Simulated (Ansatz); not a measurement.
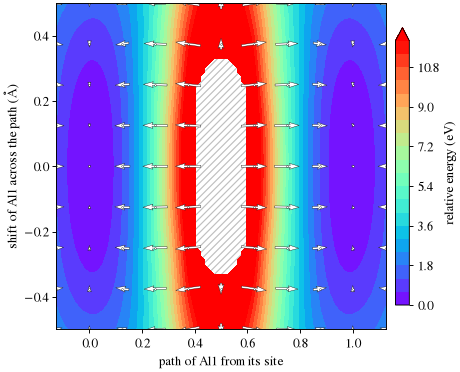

Energy landscape of AlP (F-43m phase) with one Al vacancy (15 atoms in the cell, cell charge −3). An atom moved over a plane that holds its own site and a neighbouring vacancy (x, y and z along the cube axes). First axis: path of Al1 from its site (0) to the vacancy (1), 3.894 Å. Second axis: shift of Al1 across the path, along the Cartesian direction [1 0 −1]. Nothing is relaxed (all other atoms held at the sites of the perfect crystal). The scan uses an 11 × 9 grid; 22 points were computed and 72 follow by symmetry. At 5 points there is no value (left out of the scan, as a rule where atoms come close). Points are written as (first, second). Energies are in eV per cell, from the lowest grid point. The band gap closes in part of the range. The cell is charged on a uniform background, without a charge correction. Level of theory: DFT PBE, scalar-relativistic, plane waves, PAW in Ansatz 0.2.0. Settings: cutoff 420 eV, k-mesh 4×4×4, gaussian smearing 0.05 eV, no spin polarisation.

In the figure: filled contours, dots at the grid points, arrows along the force (downhill), their lengths compressed, one colour for all values above the top of the scale, hatched blanks where no value was computed. Between grid points the surface is interpolated. 

**Where are the wells?**

The lowest grid point is at (0.000, 0.000 Å) [nearest 4 P at 2.38 Å]; the map holds 2 wells of about this depth. It is the only kind of minimum in the scanned range. The highest grid point, (0.500, −0.375 Å) [nearest 1 P at 1.43 Å], lies 15.5 eV above the lowest.

The input of one point:

```yaml
crystal:
  lattice:
    - [0.0, 5.5065207351, -5.5065207351]
    - [5.5065207351, 5.5065207351, 0.0]
    - [5.5065207351, 0.0, -5.5065207351]
  atoms:
    - { symbol: Al, position: [0.0, 0.5, 0.5] }
    - { symbol: Al, position: [0.5, 0.0, 0.5] }
    - { symbol: Al, position: [0.5, 0.5, 0.5] }
    - { symbol: Al, position: [0.0, 0.0, 1.0] }
    - { symbol: Al, position: [0.0, 0.5, 1.0] }
    - { symbol: Al, position: [0.5, 0.0, 1.0] }
    - { symbol: Al, position: [0.5, 0.5, 1.0] }
    - { symbol: P, position: [0.125, 0.125, 0.125] }
    - { symbol: P, position: [0.125, 0.625, 0.125] }
    - { symbol: P, position: [0.625, 0.125, 0.125] }
    - { symbol: P, position: [0.625, 0.625, 0.125] }
    - { symbol: P, position: [0.125, 0.125, 0.625] }
    - { symbol: P, position: [0.125, 0.625, 0.625] }
    - { symbol: P, position: [0.625, 0.125, 0.625] }
    - { symbol: P, position: [0.625, 0.625, 0.625] }
total_charge: -3
basis:
  ecutwfc: 420
kpoints:
  mp_grid: { grid: [4, 4, 4] }
hamiltonian:
  xc: pbe
  pseudopotentials: { kind: paw, azcp: { folder: soft_1 } }
scf:
  occupations: { method: gaussian, width: 0.05 }
output:
  forces: true
  stress: true
  eigenvalues: true
  write_density: true
  write_potential: true
  elf: true
  volumetric_format: npy
```

Each point was launched as `ansatz run input.yaml --threads 4 --pin off --max-ram 8192MiB --backend cpu --events-out ev --progress --plain --runs-dir out`. Time for the 22 points that were run: 94 s on 4 threads of AMD EPYC 9R45 96-Core Processor (Zen 5), on a shared host.
